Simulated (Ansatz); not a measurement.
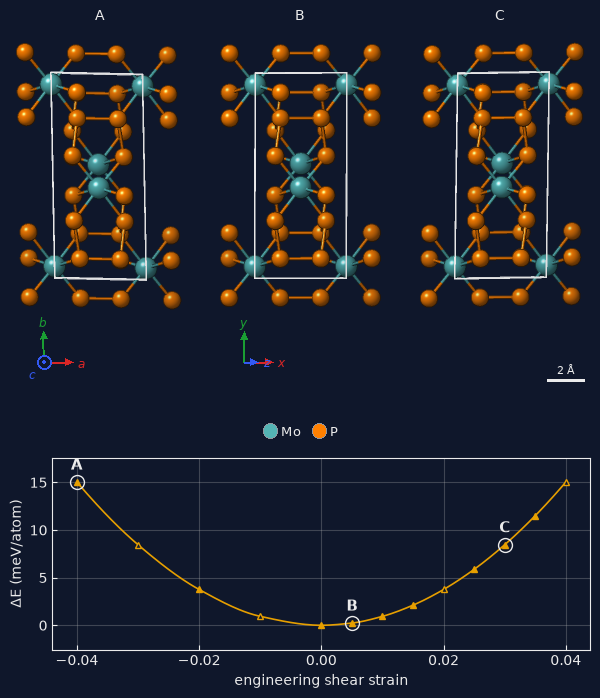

Solid MoP₄ (C2/c): the cell is strained in shear in the xy plane, with the atoms kept at their fractional coordinates. x, y and z are the Cartesian axes of the input. The lettered frames are marked on the plot. Hollow markers are points alike by symmetry, not computed again. Style: ball-and-stick. Shown: the conventional cell (2 times the calculation's cell), along the c axis. Lengths and directions refer to the drawn axes.

Computed with Ansatz, DFT PBEsol, scalar-relativistic, plane waves, PAW. Set-up: plane-wave cutoff 420 eV; k-point mesh 10 × 10 × 8; occupations gaussian; smearing width 0.15 eV; no spin polarisation. Energies (free energies at the smearing named) are counted from the relaxed crystal.

Question: Read off the main features of the energy profile.

Answer: The lowest computed point lies at the strain 0.00 (0.0 meV/atom). At the ends of the scan the energy is 15.0 meV/atom (−0.04) and 15.0 meV/atom (0.04). The curvature at zero strain, (1/V) d²E/dε², is about 190 GPa; it is C₆₆ with clamped ions. The distortion takes the space group from C2/c to P-1. At the strain −0.04 the cell of the drawing goes a 5.294 → 5.295 Å, b 11.114 → 11.117 Å, α 90.0° → 89.2°, γ 90.0° → 92.3°.
